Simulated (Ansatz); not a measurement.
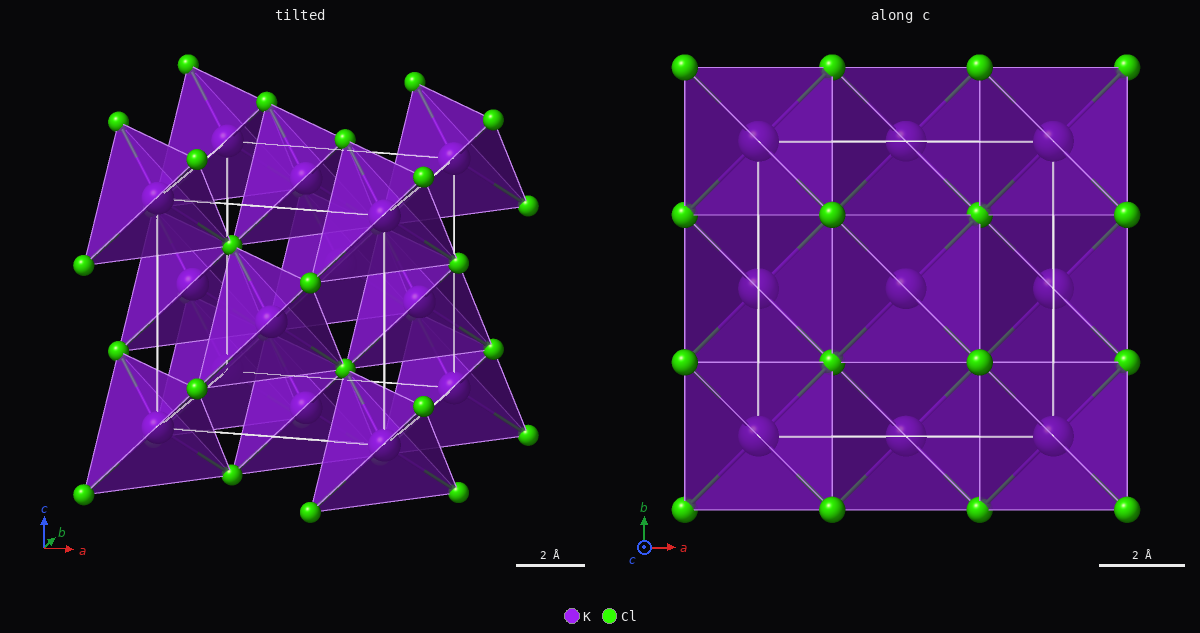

Polyhedral representation of a periodic structure, projected slightly off an axis and along the c axis. Atoms at the boundary of the conventional unit cell (the box) are drawn once for each face, edge or corner they touch. Some atoms of the next cells are drawn as well.

KCl, space group F-43m (No. 216), a = 7.01 Å, b = 7.01 Å, c = 7.01 Å, α = 90.00°, β = 90.00°, γ = 90.00°.

Run with DFT, PBE, plane waves, PAW in Ansatz and these settings: an energy cutoff of 420 eV, k-points about 0.26 Å⁻¹ apart, no spin polarisation.

Question: Is the electronic structure metallic or gapped?

Answer: An insulator at this level, with a gap of 4.78 eV, indirect; the smallest direct gap is 4.82 eV.

Question: How large is ε∞?

Answer: ε∞ averages 1.9.

Starting structure: a structure type filled with these elements by a generator (whether the compound takes this form wasn't checked). Earlier steps of the study may have refined or changed the cell and positions. Ansatz was used for an electronic-structure calculation on it.
